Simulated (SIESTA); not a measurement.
## A series of single points on YN

System: YN (Fm-3m, 2 atoms in the cell).
Method: Kohn-Sham DFT of a periodic cell, PBEsol, PseudoDojo 0.4 standard, converted to PSML, no spin polarisation (SIESTA 5.4.2).

The 7 runs differ only in the geometry, by an even scaling of the cell at fixed fractional positions. The structure derives from an entry of the Crystallography Open Database.

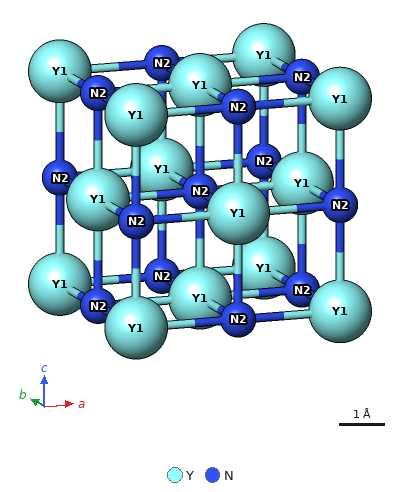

Figure 1. The structure of run 4 (ball-and-stick view of the cell 4 times as large as that of the calculation, set on its symmetry axes, seen slightly off an axis; atoms are numbered from 1 in the order of the input). An atom can appear more than once, as a periodic image.

### Input of run 4
```
SystemName                      YN
SystemLabel                     YN
NumberOfSpecies                 2
NumberOfAtoms                   2
%block ChemicalSpeciesLabel
  1  39 Y
  2   7 N
%endblock ChemicalSpeciesLabel

LatticeConstant                 1.0 Ang
%block LatticeVectors
     0.0000000000     2.4385000000     2.4385000000
     2.4385000000     0.0000000000     2.4385000000
     2.4385000000     2.4385000000     0.0000000000
%endblock LatticeVectors
AtomicCoordinatesFormat         Fractional
%block AtomicCoordinatesAndAtomicSpecies
     0.0000000000     0.0000000000     0.0000000000  1  Y
     0.5000000000     0.5000000000     0.5000000000  2  N
%endblock AtomicCoordinatesAndAtomicSpecies

%block kgrid.MonkhorstPack
    9   0   0  0.0
    0   9   0  0.0
    0   0   9  0.0
%endblock kgrid.MonkhorstPack
XC.Functional                   GGA
XC.Authors                      PBEsol
PAO.BasisSize                   DZP
PAO.EnergyShift                 0.003 Ry
Mesh.Cutoff                     800 Ry
OccupationFunction              FD
ElectronicTemperature           0.05 eV
MaxSCFIterations                120
SCF.MustConverge                false
SCF.Mixer.Method                Pulay
SCF.Mixer.Weight                0.25
SCF.Mixer.History               8
SCF.DM.Tolerance                5.0e-05
SCF.H.Tolerance                 1.0e-03 eV
WriteForces                     true
Charge.Mulliken                 end
%block PAO.Basis
  Y 5
  n=4 0 2
    3.677 0.000
  n=5 0 2
    9.410 0.000
  n=4 1 2
    4.308 0.000
  n=5 1 1
    9.410
  n=4 2 2
    8.311 0.000
%endblock PAO.Basis
```

Command:
```bash
siesta YN.fdf > YN.out 2>&1
```

Run 3 differs from it as follows:
```diff
-     0.0000000000     2.4385000000     2.4385000000
-     2.4385000000     0.0000000000     2.4385000000
-     2.4385000000     2.4385000000     0.0000000000
+     0.0000000000     2.4221337351     2.4221337351
+     2.4221337351     0.0000000000     2.4221337351
+     2.4221337351     2.4221337351     0.0000000000
```

### Results, with one run withheld

```csv
run,volume per atom (Å³),"free energy per atom, from the lowest run given (meV)",pressure (GPa),gap on the mesh (eV)
1,13.630,27.71,11.22,0.00
2,13.920,11.38,6.98,0.00
3,14.210,?,?,?
4,14.500,0.00,−0.43,0.00
5,14.790,3.65,−3.58,0.08
6,15.080,12.78,−6.44,0.12
7,15.370,26.80,−8.99,0.15
```

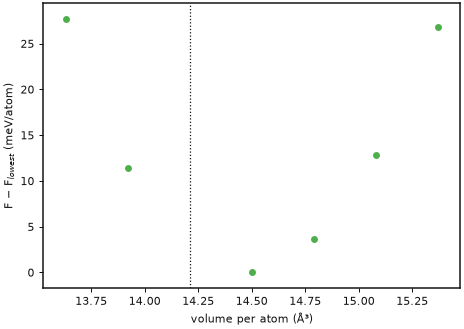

Figure 2. Free energy per atom of the runs given; the dotted line marks run 3.

What should run 3 give?

A cubic polynomial in V^(−2/3) (the Birch–Murnaghan form), fitted to the 6 runs given, misses them by at most 0.02 meV per atom. With x = V^(−2/3) − 0.16797 Å⁻², it reads F = 0.097637 − 574.97 x + 6.0024e+05 x² − 1.2349e+05 x³ (meV per atom). At run 3 it gives 2.37 meV per atom, and the run itself gives 2.27. The slope of the fit gives a pressure −dF/dV of 3.08 GPa there, and the run prints 3.09 GPa. The fit has its minimum at 14.464 Å³ per atom, where V d²F/dV² gives 168 GPa: the bulk modulus at this level, since symmetry fixes the shape and the positions. The gap on the mesh lies between 0.00 eV (run 1) and 0.15 eV (run 7); run 3 has 0.00 eV. These are gaps of this functional on this mesh, which can miss the band edges; they aren't the measured gap.

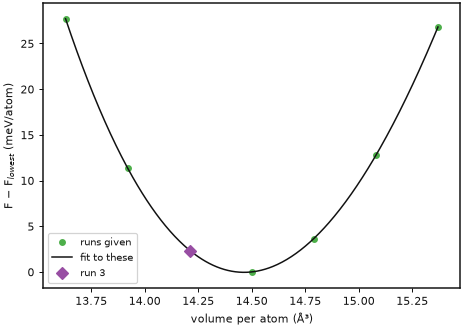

Figure 3. The fit and the withheld run.

### Some lines of the output (run 3)
```
[...]
outcell: Cell volume (Ang**3)        :     28.4200
stepf: Fermi-Dirac step function
siesta: Etot    =     -1389.491810
siesta: FreeEng =     -1389.491810
        iscf     Eharris(eV)        E_KS(eV)     FreeEng(eV)     dDmax    Ef(eV) dHmax(eV)
siesta: E_KS(eV) =            -1394.3191
siesta: E_KS - E_eggbox =     -1394.3191
siesta: Etot    =     -1394.319050
siesta: FreeEng =     -1394.319963
siesta:         Fermi =      -8.393730
siesta: Cell volume =         28.420018 Ang**3
    Orbital volume contribution        =           2.619447 eV
```

Notes: Points of doubt noted for this run: mulliken charges of long orbitals. With a small basis of atomic orbitals these values can differ much from converged plane-wave results.
